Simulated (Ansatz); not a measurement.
# Geometry relaxation, with input and output: SnS (part 1 of 2)

SnS (Pnma, 8 atoms in the cell), computed with DFT PBE, scalar-relativistic, plane waves, PAW, no spin polarisation (Ansatz 0.2.0).

The structure derives from an entry of the Crystallography Open Database. Figures and captions count atoms from 1; the log counts them from 0 in places.

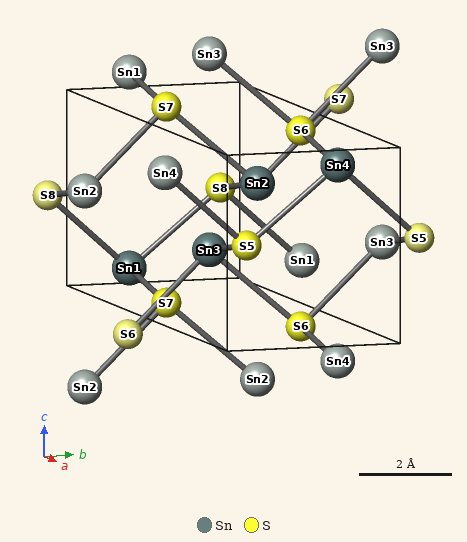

The starting structure (ball-and-stick view of the cell of the calculation, seen slightly off an axis; neighbours outside the cell are drawn fainter; atoms are numbered from 1 in the order of the input). Near neighbours in the crystal (not all of them lie inside the picture): Sn has 3 S at 2.63 to 2.67 Å; S has 3 Sn at 2.63 to 2.67 Å.

## Key numbers

| quantity | value |
| --- | --- |
| outcome | converged |
| space group (tolerance 0.01 Å) | Pnma (62) |
| electrons treated | 80 |
| free energy | −27708.7476 eV |
| Fermi energy | 7.856 eV |
| gap on the k-point mesh | 1.05 eV |
| pressure | −0.01 GPa |
| final volume | 205.11 Å³ |
| largest force (length of the vector) at the end | 0.002 eV/Å |
| final cell | a = 11.446 Å, b = 4.023 Å, c = 4.454 Å, α = 90.00°, β = 90.00°, γ = 90.00° |
| hardware | 4 threads of Arm Neoverse V1, 24 GiB of memory available, shared host |
| wall time | 91 s (CPU time 5.9 min) |
| peak memory | 0.83 GiB |

## Input file
```yaml
crystal:
  lattice:
    - [11.2, 0.0, 0.0]
    - [0.0, 3.987, 0.0]
    - [0.0, 0.0, 4.334]
  atoms:
    - { symbol: Sn, position: [0.1194, 0.25, 0.1198] }
    - { symbol: Sn, position: [0.3806, 0.75, 0.6198] }
    - { symbol: Sn, position: [0.6194, 0.25, 0.3802] }
    - { symbol: Sn, position: [0.8806, 0.75, 0.8802] }
    - { symbol: S, position: [0.8508, 0.25, 0.4793] }
    - { symbol: S, position: [0.6492, 0.75, 0.9793] }
    - { symbol: S, position: [0.3508, 0.25, 0.0207] }
    - { symbol: S, position: [0.1492, 0.75, 0.5207] }
basis:
  ecutwfc: 420
kpoints:
  mp_grid: { grid: [4, 8, 6] }
hamiltonian:
  xc: pbe
scf:
  occupations: { method: gaussian, width: 0.02 }
output:
  forces: true
  stress: true
  eigenvalues: true
relax:
  adjacent_minimum: "off"
  f_tol: 0.005
  max_steps: 80
  cell: { stress_tol: 0.05 }
```

Launch command:
```bash
ansatz run input.yaml --threads 4 --pin off --max-ram 10240MiB --backend cpu --events-out ev --progress --plain --runs-dir out
```

## The program's output
```
Engine: ansatz 0.2.0, aarch64-unknown-linux-gnu
Pseudopotentials: kind: paw
Pseudopotential: Sn, paw, valence charge 14, recommended cutoff 420 eV (normal), Sn.paw.azcp
Pseudopotential: S, paw, valence charge 6, recommended cutoff 420 eV (normal), S.paw.azcp
Functional definition: PBE
  parameter kappa = 0.804
  parameter beta = 0.06672455060314922
  exchange = pbe_x(kappa = kappa, mu = beta*pi^2/3)
  correlation = pbe_c(beta = beta)
Crystal: 8 atoms, lattice volume = 193.532 Å³
Basis set: ecut = 420 eV, 3783 PW (Γ), exchange–correlation on 150×54×60 points (8 copies of the dense FFT grid, shifted against one another)
Bands: 48, of which v1, the nominal top of the filled ones, is band 40 counted from 1 (39 counted from 0)
Symmetry: 8 space group operations
Space group: Pnma (ITA 62), of the structure as read, at distance tolerance 5.8e-5 Å
k-points: 60 of 192
Non-local potential: Sn, projectors of the file, l = 0: 2, l = 1: 2, l = 2: 2, l = 3: 2
Non-local potential: S, projectors of the file, l = 0: 2, l = 1: 2, l = 2: 2
PAW form: soft (Blöchl's): semilocal exchange-correlation on the pseudo side does not see the compensation charge
PAW one-centre angular grid: Sn, 590 points (default); XC on 64 Gauss nodes
PAW one-centre angular grid: S, 110 points (default); XC on 64 Gauss nodes
Initial density: superposition of atomic densities (neutral atoms: chi_scale 0, normalization atom), corrected by the library's trained network
Initial wavefunctions: pseudopotential atomic-orbital guess
Functional: x = pbe(κ = 0.804, μ = 0.2195149727645171), c = pbe(β = 0.06672455060314922)
SCF iter   1: F=—  HF=-27708.686597 eV  |F-HF|=—  |Δ(HF+E_count)|=         —  Δρ=1.73e-3  dr2=8.83e-3  ethr=1.77e-3  ⟨swp⟩=7.4  Hψ=12051  notcnv=0
preconditioner: auto → Resta (q_TF=auto, 2.355 Å⁻¹)  ε∞=3.2  [insulator: Δε(μ)=0.979 eV  Ē_g=16.250 eV  σ=0.020 eV  W_gap=1.00  n_scr=48 (ndim 8)  ℏωp=23.9 eV  f_vac=0.000  D(μ)=0.00/eV (n_scr^D=0)  ε∞_Penn≈3.2]
SCF iter   2: F=—  HF=-27708.682840 eV  |F-HF|=—  |Δ(HF+E_count)|=   3.76e-3  Δρ=7.36e-4  dr2=7.77e-4  ethr=1.10e-5  ⟨swp⟩=2.6  Hψ=6148  notcnv=0  defer=176
SCF iter   3: F=—  HF=-27708.683122 eV  |F-HF|=—  |Δ(HF+E_count)|=   2.82e-4  Δρ=3.72e-4  dr2=1.78e-4  ethr=9.72e-7  ⟨swp⟩=3.0  Hψ=5239  notcnv=0  defer=176
SCF iter   4: F=—  HF=-27708.683322 eV  |F-HF|=—  |Δ(HF+E_count)|=   2.00e-4  Δρ=7.85e-5  dr2=9.45e-6  ethr=2.22e-7  ⟨swp⟩=2.0  Hψ=3664  notcnv=0  defer=176
SCF iter   5: F=—  HF=-27708.683213 eV  |F-HF|=—  |Δ(HF+E_count)|=   1.10e-4  Δρ=1.25e-5  dr2=2.60e-7  ethr=1.18e-8  ⟨swp⟩=3.0  Hψ=5044  notcnv=0  defer=176
SCF iter   6: F=-27708.683213 eV  HF=-27708.683213 eV  |F-HF|=1.83e-8  |Δ(HF+E_count)|=   1.70e-7  Δρ=4.01e-6  dr2=2.41e-8  ethr=1.25e-10  ⟨swp⟩=9.8  Hψ=12514  notcnv=0
SCF 1 converged in 6 iterations: F = -27708.683213 eV  dr2 = 2.41e-8
  greatest PAW one-centre occupation: 0.992 electrons in one spin orbital (limit 2), on the Sn atom at site 2 (counted from 0), in its partial waves of l = 2
relax step   1: F+E_penalty+E_count = -27708.68321312 eV  Δ(F+E_penalty+E_count) = +0.000e0 eV  max|allowed force component| = 1.131e-1 eV/Å  Δτ_max = 0.0000 Å  P = +2.284 GPa  Ω = 193.532 Å³  (6 SCF iters, dr2 threshold 1.00e-7 eV, accepted)
Crystal: 8 atoms, lattice volume = 218.236 Å³
Basis set: ecut = 420 eV, 4273 PW (Γ), exchange–correlation on 150×54×60 points (8 copies of the dense FFT grid, shifted against one another)
Initial density: handed on by an earlier stage of this run
Initial wavefunctions: those handed on with the density
iter 1 solved again at ethr=7.51e-5 eV; its pass at ethr=3.10e-3 eV (dr2=6.01e-2 eV) is discarded
SCF iter   1: F=—  HF=-27708.688867 eV  |F-HF|=—  |Δ(HF+E_count)|=         —  Δρ=4.13e-3  dr2=5.93e-2  ethr=7.51e-5  ⟨swp⟩=2.2  Hψ=17389  notcnv=0
preconditioner: auto → Resta (q_TF=auto, 2.308 Å⁻¹)  ε∞=3.0  [insulator: Δε(μ)=1.266 eV  Ē_g=16.042 eV  σ=0.020 eV  W_gap=1.00  n_scr=48 (ndim 8)  ℏωp=22.5 eV  f_vac=0.002  D(μ)=0.00/eV (n_scr^D=0)  ε∞_Penn≈3.0]
SCF iter   2: F=—  HF=-27708.679687 eV  |F-HF|=—  |Δ(HF+E_count)|=   9.18e-3  Δρ=2.10e-3  dr2=9.93e-3  ethr=7.41e-5  ⟨swp⟩=3.5  Hψ=4854  notcnv=0
SCF iter   3: F=—  HF=-27708.679727 eV  |F-HF|=—  |Δ(HF+E_count)|=   4.01e-5  Δρ=6.33e-4  dr2=1.21e-3  ethr=1.24e-5  ⟨swp⟩=2.5  Hψ=4320  notcnv=0
SCF iter   4: F=—  HF=-27708.680007 eV  |F-HF|=—  |Δ(HF+E_count)|=   2.80e-4  Δρ=1.55e-4  dr2=6.85e-5  ethr=1.51e-6  ⟨swp⟩=2.0  Hψ=3763  notcnv=0
SCF iter   5: F=—  HF=-27708.679999 eV  |F-HF|=—  |Δ(HF+E_count)|=   7.97e-6  Δρ=4.60e-5  dr2=6.44e-6  ethr=8.57e-8  ⟨swp⟩=2.3  Hψ=4460  notcnv=0
SCF iter   6: F=-27708.680004 eV  HF=-27708.680003 eV  |F-HF|=2.86e-7  |Δ(HF+E_count)|=   3.81e-6  Δρ=1.31e-5  dr2=3.88e-7  ethr=1.00e-9  ⟨swp⟩=9.3  Hψ=13850  notcnv=0
the search or the solves at the SCF's close seem to have found levels that the self-consistency loop had missed (the run counts 1). By its estimate they hold under 1e-12 electrons; where the run keeps them, the occupations were computed again with them
SCF 2 converged in 6 iterations: F = -27708.680004 eV  dr2 = 3.88e-7
  greatest PAW one-centre occupation: 0.992 electrons in one spin orbital (limit 2), on the Sn atom at site 3 (counted from 0), in its partial waves of l = 2
relax step   2: F+E_penalty+E_count = -27708.68000353 eV  Δ(F+E_penalty+E_count) = +3.210e-3 eV  max|allowed force component| = 8.620e-2 eV/Å  Δτ_max = 0.0928 Å  P = -1.505 GPa  Ω = 218.236 Å³  energy of the carried Pulay correction = -4.558e-3 eV  (6 SCF iters, dr2 threshold 8.00e-7 eV, accepted)
Crystal: 8 atoms, lattice volume = 207.603 Å³
Basis set: ecut = 420 eV, 4065 PW (Γ), exchange–correlation on 150×54×60 points (8 copies of the dense FFT grid, shifted against one another)
iter 1 solved again at ethr=1.12e-5 eV; its pass at ethr=3.10e-3 eV (dr2=8.98e-3 eV) is discarded
SCF iter   1: F=—  HF=-27708.743068 eV  |F-HF|=—  |Δ(HF+E_count)|=         —  Δρ=1.89e-3  dr2=9.35e-3  ethr=1.12e-5  ⟨swp⟩=3.1  Hψ=15564  notcnv=0
preconditioner: auto → Resta (q_TF=auto, 2.327 Å⁻¹)  ε∞=3.0  [insulator: Δε(μ)=1.086 eV  Ē_g=16.102 eV  σ=0.020 eV  W_gap=1.00  n_scr=48 (ndim 8)  ℏωp=23.1 eV  f_vac=0.000  D(μ)=0.00/eV (n_scr^D=0)  ε∞_Penn≈3.0]
SCF iter   2: F=—  HF=-27708.741766 eV  |F-HF|=—  |Δ(HF+E_count)|=   1.30e-3  Δρ=1.00e-3  dr2=1.99e-3  ethr=1.12e-5  ⟨swp⟩=2.9  Hψ=4319  notcnv=0
SCF iter   3: F=—  HF=-27708.741704 eV  |F-HF|=—  |Δ(HF+E_count)|=   6.17e-5  Δρ=2.43e-4  dr2=1.72e-4  ethr=2.48e-6  ⟨swp⟩=2.2  Hψ=4093  notcnv=0
SCF iter   4: F=—  HF=-27708.741721 eV  |F-HF|=—  |Δ(HF+E_count)|=   1.67e-5  Δρ=6.31e-5  dr2=1.01e-5  ethr=2.15e-7  ⟨swp⟩=2.0  Hψ=3774  notcnv=0
SCF iter   5: F=—  HF=-27708.741727 eV  |F-HF|=—  |Δ(HF+E_count)|=   5.58e-6  Δρ=1.85e-5  dr2=1.00e-6  ethr=1.26e-8  ⟨swp⟩=2.0  Hψ=4074  notcnv=0
SCF iter   6: F=-27708.741727 eV  HF=-27708.741727 eV  |F-HF|=3.93e-8  |Δ(HF+E_count)|=   4.31e-7  Δρ=4.85e-6  dr2=5.49e-8  ethr=1.00e-9  ⟨swp⟩=7.4  Hψ=11961  notcnv=0
SCF 3 converged in 6 iterations: F = -27708.741727 eV  dr2 = 5.49e-8
relax step   3: F+E_penalty+E_count = -27708.74172725 eV  Δ(F+E_penalty+E_count) = -6.172e-2 eV  max|allowed force component| = 1.709e-2 eV/Å  Δτ_max = 0.0371 Å  P = -0.221 GPa  Ω = 207.603 Å³  energy of the carried Pulay correction = -2.665e-3 eV  (6 SCF iters, dr2 threshold 8.00e-7 eV, accepted)
Crystal: 8 atoms, lattice volume = 204.316 Å³
Basis set: ecut = 420 eV, 3993 PW (Γ), exchange–correlation on 150×54×60 points (8 copies of the dense FFT grid, shifted against one another)
iter 1 solved again at ethr=1.28e-5 eV; its pass at ethr=3.10e-3 eV (dr2=1.03e-2 eV) is discarded
SCF iter   1: F=—  HF=-27708.743109 eV  |F-HF|=—  |Δ(HF+E_count)|=         —  Δρ=2.64e-3  dr2=1.02e-2  ethr=1.28e-5  ⟨swp⟩=2.8  Hψ=16011  notcnv=0
preconditioner: auto → Resta (q_TF=auto, 2.334 Å⁻¹)  ε∞=3.1  [insulator: Δε(μ)=1.006 eV  Ē_g=16.116 eV  σ=0.020 eV  W_gap=1.00  n_scr=48 (ndim 8)  ℏωp=23.2 eV  f_vac=0.000  D(μ)=0.00/eV (n_scr^D=0)  ε∞_Penn≈3.1]
SCF iter   2: F=—  HF=-27708.742246 eV  |F-HF|=—  |Δ(HF+E_count)|=   8.63e-4  Δρ=1.43e-3  dr2=2.71e-3  ethr=1.28e-5  ⟨swp⟩=2.4  Hψ=3933  notcnv=0
SCF iter   3: F=—  HF=-27708.742402 eV  |F-HF|=—  |Δ(HF+E_count)|=   1.55e-4  Δρ=2.24e-4  dr2=1.01e-4  ethr=3.39e-6  ⟨swp⟩=2.4  Hψ=4265  notcnv=0
SCF iter   4: F=—  HF=-27708.742330 eV  |F-HF|=—  |Δ(HF+E_count)|=   7.18e-5  Δρ=5.25e-5  dr2=6.66e-6  ethr=1.27e-7  ⟨swp⟩=3.0  Hψ=5218  notcnv=0
SCF iter   5: F=—  HF=-27708.742332 eV  |F-HF|=—  |Δ(HF+E_count)|=   1.62e-6  Δρ=1.59e-5  dr2=7.65e-7  ethr=8.33e-9  ⟨swp⟩=3.0  Hψ=5252  notcnv=0
SCF iter   6: F=-27708.742332 eV  HF=-27708.742332 eV  |F-HF|=1.84e-8  |Δ(HF+E_count)|=   1.90e-7  Δρ=4.74e-6  dr2=5.01e-8  ethr=2.57e-10  ⟨swp⟩=7.4  Hψ=12676  notcnv=0
SCF 4 converged in 6 iterations: F = -27708.742332 eV  dr2 = 5.01e-8
relax step   4: F+E_penalty+E_count = -27708.74233176 eV  Δ(F+E_penalty+E_count) = -6.045e-4 eV  max|allowed force component| = 2.579e-2 eV/Å  Δτ_max = 0.0566 Å  P = +0.052 GPa  Ω = 204.316 Å³  energy of the carried Pulay correction = -2.059e-3 eV  (6 SCF iters, dr2 threshold 2.05e-7 eV, rejected (line search))
Crystal: 8 atoms, lattice volume = 205.354 Å³
Basis set: ecut = 420 eV, 3997 PW (Γ), exchange–correlation on 150×54×60 points (8 copies of the dense FFT grid, shifted against one another)
iter 1 solved again at ethr=8.41e-6 eV; its pass at ethr=3.10e-3 eV (dr2=6.73e-3 eV) is discarded
SCF iter   1: F=—  HF=-27708.745238 eV  |F-HF|=—  |Δ(HF+E_count)|=         —  Δρ=2.29e-3  dr2=7.05e-3  ethr=8.41e-6  ⟨swp⟩=3.7  Hψ=15581  notcnv=0
preconditioner: auto → Resta (q_TF=auto, 2.332 Å⁻¹)  ε∞=3.1  [insulator: Δε(μ)=1.061 eV  Ē_g=16.134 eV  σ=0.020 eV  W_gap=1.00  n_scr=48 (ndim 8)  ℏωp=23.2 eV  f_vac=0.000  D(μ)=0.00/eV (n_scr^D=0)  ε∞_Penn≈3.1]
SCF iter   2: F=—  HF=-27708.744723 eV  |F-HF|=—  |Δ(HF+E_count)|=   5.14e-4  Δρ=1.23e-3  dr2=1.99e-3  ethr=8.41e-6  ⟨swp⟩=1.9  Hψ=4896  notcnv=0
SCF iter   3: F=—  HF=-27708.744856 eV  |F-HF|=—  |Δ(HF+E_count)|=   1.33e-4  Δρ=1.90e-4  dr2=7.37e-5  ethr=2.49e-6  ⟨swp⟩=2.0  Hψ=4118  notcnv=0
SCF iter   4: F=—  HF=-27708.744852 eV  |F-HF|=—  |Δ(HF+E_count)|=   4.26e-6  Δρ=4.42e-5  dr2=3.81e-6  ethr=9.22e-8  ⟨swp⟩=2.7  Hψ=5042  notcnv=0
SCF iter   5: F=—  HF=-27708.744848 eV  |F-HF|=—  |Δ(HF+E_count)|=   3.55e-6  Δρ=1.32e-5  dr2=5.59e-7  ethr=4.76e-9  ⟨swp⟩=3.0  Hψ=5280  notcnv=0
SCF iter   6: F=—  HF=-27708.744848 eV  |F-HF|=—  |Δ(HF+E_count)|=   1.12e-7  Δρ=3.99e-6  dr2=3.89e-8  ethr=6.99e-10  ⟨swp⟩=2.8  Hψ=5220  notcnv=0
SCF iter   7: F=—  HF=-27708.744848 eV  |F-HF|=—  |Δ(HF+E_count)|=   2.11e-8  Δρ=7.49e-7  dr2=1.48e-9  ethr=4.86e-11  ⟨swp⟩=3.0  Hψ=5280  notcnv=0
SCF iter   8: F=—  HF=-27708.744848 eV  |F-HF|=—  |Δ(HF+E_count)|=   1.44e-9  Δρ=2.01e-7  dr2=9.08e-11  ethr=1.86e-12  ⟨swp⟩=3.0  Hψ=5280  notcnv=0
SCF iter   9: F=-27708.744848 eV  HF=-27708.744848 eV  |F-HF|=7.28e-12  |Δ(HF+E_count)|=  1.13e-10  Δρ=3.97e-8  dr2=4.12e-12  ethr=1.00e-12  ⟨swp⟩=4.8  Hψ=9522  notcnv=0
the search or the solves at the SCF's close seem to have found levels that the self-consistency loop had missed (the run counts 1). By its estimate they hold under 1e-12 electrons; where the run keeps them, the occupations were computed again with them
SCF 5 converged in 9 iterations: F = -27708.744848 eV  dr2 = 4.12e-12
relax step   5: F+E_penalty+E_count = -27708.74484840 eV  Δ(F+E_penalty+E_count) = -3.121e-3 eV  max|allowed force component| = 1.618e-2 eV/Å  Δτ_max = 0.0126 Å  P = +0.003 GPa  Ω = 205.354 Å³  energy of the carried Pulay correction = -2.252e-3 eV  (9 SCF iters, accepted)
Crystal: 8 atoms, lattice volume = 205.208 Å³
Basis set: ecut = 420 eV, 4001 PW (Γ), exchange–correlation on 150×54×60 points (8 copies of the dense FFT grid, shifted against one another)
iter 1 solved again at ethr=5.81e-7 eV; its pass at ethr=3.10e-3 eV (dr2=4.65e-4 eV) is discarded
SCF iter   1: F=—  HF=-27708.745359 eV  |F-HF|=—  |Δ(HF+E_count)|=         —  Δρ=4.46e-4  dr2=4.67e-4  ethr=5.81e-7  ⟨swp⟩=3.1  Hψ=14765  notcnv=0
preconditioner: auto → Resta (q_TF=auto, 2.332 Å⁻¹)  ε∞=3.1  [insulator: Δε(μ)=1.060 eV  Ē_g=16.124 eV  σ=0.020 eV  W_gap=1.00  n_scr=48 (ndim 8)  ℏωp=23.2 eV  f_vac=0.000  D(μ)=0.00/eV (n_scr^D=0)  ε∞_Penn≈3.1]
SCF iter   2: F=—  HF=-27708.745295 eV  |F-HF|=—  |Δ(HF+E_count)|=   6.47e-5  Δρ=2.39e-4  dr2=9.59e-5  ethr=5.81e-7  ⟨swp⟩=2.3  Hψ=3580  notcnv=0
SCF iter   3: F=—  HF=-27708.745240 eV  |F-HF|=—  |Δ(HF+E_count)|=   5.43e-5  Δρ=6.01e-5  dr2=7.19e-6  ethr=1.20e-7  ⟨swp⟩=2.4  Hψ=4058  notcnv=0
SCF iter   4: F=—  HF=-27708.745242 eV  |F-HF|=—  |Δ(HF+E_count)|=   1.55e-6  Δρ=1.14e-5  dr2=2.66e-7  ethr=8.99e-9  ⟨swp⟩=3.0  Hψ=5162  notcnv=0
SCF iter   5: F=—  HF=-27708.745242 eV  |F-HF|=—  |Δ(HF+E_count)|=   1.10e-7  Δρ=3.34e-6  dr2=2.08e-8  ethr=3.32e-10  ⟨swp⟩=3.0  Hψ=5280  notcnv=0
SCF iter   6: F=-27708.745242 eV  HF=-27708.745242 eV  |F-HF|=4.11e-10  |Δ(HF+E_count)|=   1.81e-8  Δρ=8.57e-7  dr2=1.79e-9  ethr=2.04e-11  ⟨swp⟩=5.3  Hψ=9767  notcnv=0
SCF 6 converged in 6 iterations: F = -27708.745242 eV  dr2 = 1.79e-9
relax step   6: F+E_penalty+E_count = -27708.74524214 eV  Δ(F+E_penalty+E_count) = -3.937e-4 eV  max|allowed force component| = 1.136e-2 eV/Å  Δτ_max = 0.0100 Å  P = +0.014 GPa  Ω = 205.208 Å³  energy of the carried Pulay correction = -2.224e-3 eV  (6 SCF iters, dr2 threshold 1.64e-8 eV, accepted)
Crystal: 8 atoms, lattice volume = 205.109 Å³
iter 1 solved again at ethr=2.49e-8 eV; its pass at ethr=3.10e-3 eV (dr2=1.99e-5 eV) is discarded
SCF iter   1: F=—  HF=-27708.745429 eV  |F-HF|=—  |Δ(HF+E_count)|=         —  Δρ=1.06e-4  dr2=2.41e-5  ethr=2.49e-8  ⟨swp⟩=3.1  Hψ=14501  notcnv=0
preconditioner: auto → Resta (q_TF=auto, 2.332 Å⁻¹)  ε∞=3.1  [insulator: Δε(μ)=1.047 eV  Ē_g=16.124 eV  σ=0.020 eV  W_gap=1.00  n_scr=48 (ndim 8)  ℏωp=23.2 eV  f_vac=0.000  D(μ)=0.00/eV (n_scr^D=0)  ε∞_Penn≈3.1]
SCF iter   2: F=—  HF=-27708.745387 eV  |F-HF|=—  |Δ(HF+E_count)|=   4.16e-5  Δρ=6.06e-5  dr2=7.70e-6  ethr=2.49e-8  ⟨swp⟩=1.0  Hψ=2880  notcnv=0
SCF iter   3: F=—  HF=-27708.745383 eV  |F-HF|=—  |Δ(HF+E_count)|=   4.33e-6  Δρ=9.43e-6  dr2=1.91e-7  ethr=9.63e-9  ⟨swp⟩=2.0  Hψ=3999  notcnv=0
SCF iter   4: F=—  HF=-27708.745383 eV  |F-HF|=—  |Δ(HF+E_count)|=   4.21e-8  Δρ=3.26e-6  dr2=1.70e-8  ethr=2.39e-10  ⟨swp⟩=2.0  Hψ=5280  notcnv=0
SCF iter   5: F=-27708.745383 eV  HF=-27708.745383 eV  |F-HF|=2.51e-10  |Δ(HF+E_count)|=   1.56e-8  Δρ=4.85e-7  dr2=5.61e-10  ethr=1.66e-11  ⟨swp⟩=5.4  Hψ=9748  notcnv=0
SCF 7 converged in 5 iterations: F = -27708.745383 eV  dr2 = 5.61e-10
relax step   7: F+E_penalty+E_count = -27708.74538276 eV  Δ(F+E_penalty+E_count) = -1.406e-4 eV  max|allowed force component| = 1.608e-3 eV/Å  Δτ_max = 0.0026 Å  P = -0.008 GPa  Ω = 205.109 Å³  energy of the carried Pulay correction = -2.206e-3 eV  (5 SCF iters, dr2 threshold 1.33e-8 eV, accepted)
Basis set: ecut = 420 eV, 4001 PW (Γ), exchange–correlation on 160×54×60 points (8 copies of the dense FFT grid, shifted against one another)
Initial wavefunctions: pseudopotential atomic-orbital guess (no wavefunctions were taken with the density)
iter 1 solved again at ethr=4.64e-7 eV; its pass at ethr=3.10e-3 eV (dr2=3.71e-4 eV) is discarded
SCF iter   1: F=—  HF=-27708.747497 eV  |F-HF|=—  |Δ(HF+E_count)|=         —  Δρ=5.14e-5  dr2=8.55e-7  ethr=4.64e-7  ⟨swp⟩=3.1  Hψ=19090  notcnv=0
SCF iter   2: F=—  HF=-27708.747632 eV  |F-HF|=—  |Δ(HF+E_count)|=   1.34e-4  Δρ=2.47e-5  dr2=1.99e-7  ethr=1.07e-9  ⟨swp⟩=2.9  Hψ=5461  notcnv=0
SCF iter   3: F=—  HF=-27708.747633 eV  |F-HF|=—  |Δ(HF+E_count)|=   7.80e-7  Δρ=6.48e-6  dr2=1.75e-8  ethr=2.48e-10  ⟨swp⟩=2.6  Hψ=4800  notcnv=0
SCF iter   4: F=—  HF=-27708.747633 eV  |F-HF|=—  |Δ(HF+E_count)|=   5.33e-8  Δρ=4.41e-7  dr2=4.07e-10  ethr=2.19e-11  ⟨swp⟩=2.0  Hψ=4080  notcnv=0
SCF iter   5: F=-27708.747633 eV  HF=-27708.747633 eV  |F-HF|=7.28e-12  |Δ(HF+E_count)|=  4.37e-11  Δρ=1.50e-7  dr2=3.12e-11  ethr=1.00e-12  ⟨swp⟩=5.5  Hψ=11116  notcnv=0
SCF 8 converged in 5 iterations: F = -27708.747633 eV  dr2 = 3.12e-11
relax step   8: F+E_penalty+E_count = -27708.74763256 eV  Δ(F+E_penalty+E_count) = -2.250e-3 eV  max|allowed force component| = 2.022e-3 eV/Å  Δτ_max = 0.0000 Å  P = -0.008 GPa  Ω = 205.109 Å³  stress off target by 1.45e-2 GPa  SCF on the basis re-selected at this cell (its energy is not comparable with the rows above)  (5 SCF iters)
```
